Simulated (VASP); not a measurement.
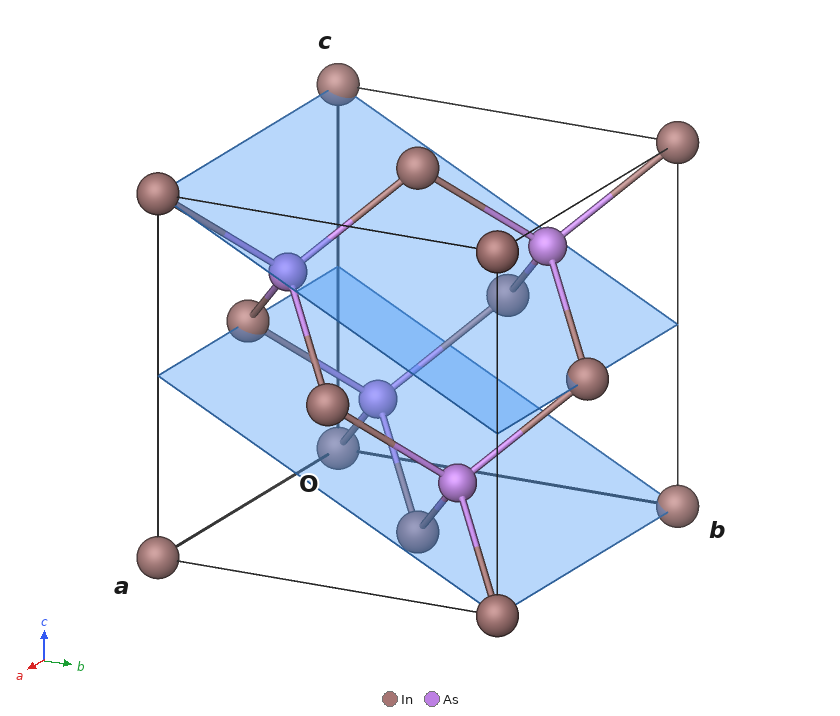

Crystal: InAs, the geometry relaxed with VASP Kohn-Sham DFT of a periodic cell, PBE, VASP PAW PBE potentials, gw, light in VASP. Every member of one family of equally spaced planes, hx + ky + lz = a whole number, that cuts the unit cell is shaded (one member passes through the origin O, touching the cell only at an edge or corner). All values are computed from the atomic coordinates in the standard setting (tolerance 0.002 Å).

a = 6.185 Å, b = 6.185 Å, c = 6.185 Å, α = 90.00°, β = 90.00°, γ = 90.00°.

What are the Miller indices?

Answer. (0 1 2); the opposite sign names the same planes. The member next to the origin meets the axes a never, b at 1, c at 1/2.

What is the spacing?

Answer. d = 2.766 Å.

Which atoms of the cell lie in these planes (within 0.03 Å)?

Answer. 2 of the 4 In.

The space group is F-43m (No. 216). How many reflections hkl are equivalent to this one (itself included), and does it occur?

Answer. 24 reflections are equivalent in the Laue class m-3m. The reflection is systematically absent, by the centring.
